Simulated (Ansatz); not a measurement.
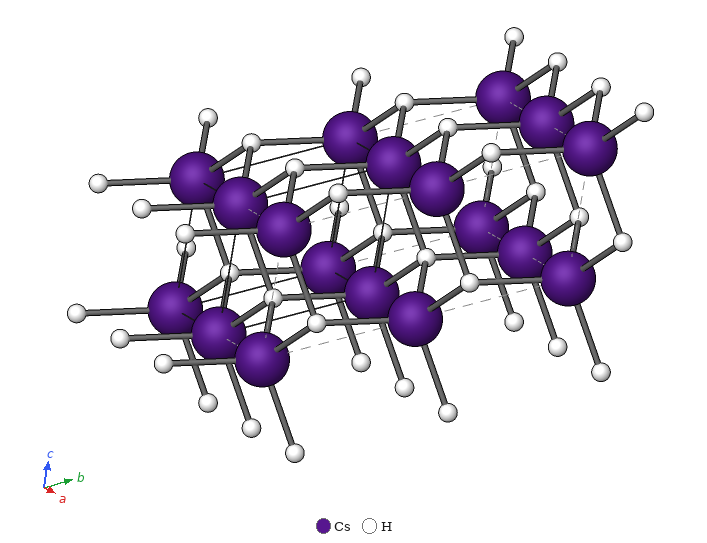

Ball-and-stick representation of a periodic structure, projected slightly off an axis. Solid lines give the simulation cell, repeated here 2×2×1 times. Bonds that leave the box are completed with the atoms at their other ends, in fainter colours.

Input used:
```yaml
crystal:
  lattice:
    - [0.0, 3.6108649315, 3.6108649315]
    - [3.6108649315, 0.0, 3.6108649315]
    - [3.6108649315, 3.6108649315, 0.0]
  atoms:
    - { symbol: Cs, position: [0.0, 0.0, 0.0] }
    - { symbol: H, position: [0.25, 0.25, 0.25] }
kpoints:
  mp_grid: { grid: [4, 4, 4] }
  band_path:
    path:
      - [0.0, 0.0, 0.0]
      - [-0.5, -0.5, 0.0]
      - [-0.375, -0.375, 0.25]
      - [-0.375, 0.0, 0.375]
      - [0.0, 0.0, 0.5]
      - [-0.5, -0.25, 0.25]
    npoints: 1
hamiltonian:
  xc: hse06
scf:
  occupations: { method: fixed }
  n_extra_bands: 4
output:
  forces: true
  stress: true
  eigenvalues: true
```

Level of theory and settings: DFT, HSE06, plane waves, PAW in Ansatz, plane waves up to 420 eV, k-points on a 4×4×4 grid, no spin polarisation.

> Is it conducting or gapped at this level?

An insulator at this level, with a gap of 3.81 eV, indirect; the smallest direct gap is 3.82 eV.

> How far is the cell from zero pressure?

The computed pressure is -0.5 GPa (stretched: it would shrink).

The cell started as a structure type filled with these elements by a generator (whether the compound takes this form wasn't checked). The cell was then strained or its atoms displaced on purpose. A calculation with Ansatz used it as input.
